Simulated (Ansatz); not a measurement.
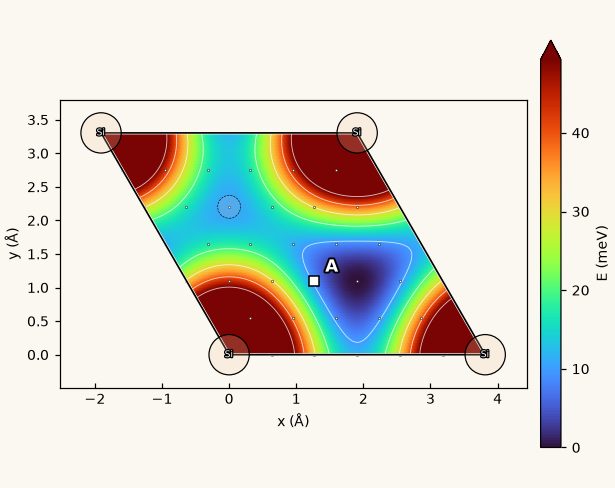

N₂ on a Si(001) slab cut from the P6_3/mmc phase, its upper half relaxed before the scan (6 atoms of substrate and one adsorbate in a 1 × 1 cell). N2 is moved over the surface cell at a fixed height above a rigid substrate; the origin of the map has the adsorbate above Si6; the height is held at 3.10 Å. Places are given modulo a cell vector. The map is drawn in real space over the plane of the surface. Grid: 6 × 6 points; 10 points were computed and 26 follow by symmetry. Energies: meV, counted from the lowest grid point. With one adsorbate in each 1 × 1 cell, its nearest image is 3.8 Å away, so neighbouring adsorbates interact. At a fixed height the lowest place need not be the adsorption site. Method: DFT PBE+D3(BJ), scalar-relativistic, plane waves, PAW (Ansatz). Settings: cutoff 420 eV, k-mesh 9×9×1, gaussian smearing 0.05 eV, no spin polarisation.

Drawn: a smooth colour map with a few white contour lines, dots at the grid points, labelled circles for the atoms of the top layer and small ones for the second layer, the outline of one cell of the plane, one colour for all values above the top of the scale, the point A. Between grid points the surface is interpolated.

Is A at rest? If not, where is it pushed?

A, at (3/6, 2/6) of the cell vectors, is not a stationary point. The computed force is 0.03 eV/Å in the plane, pointing up and right in the picture (components 0.027 and 0.013 eV/Å).

PAW datasets: the set soft_1.
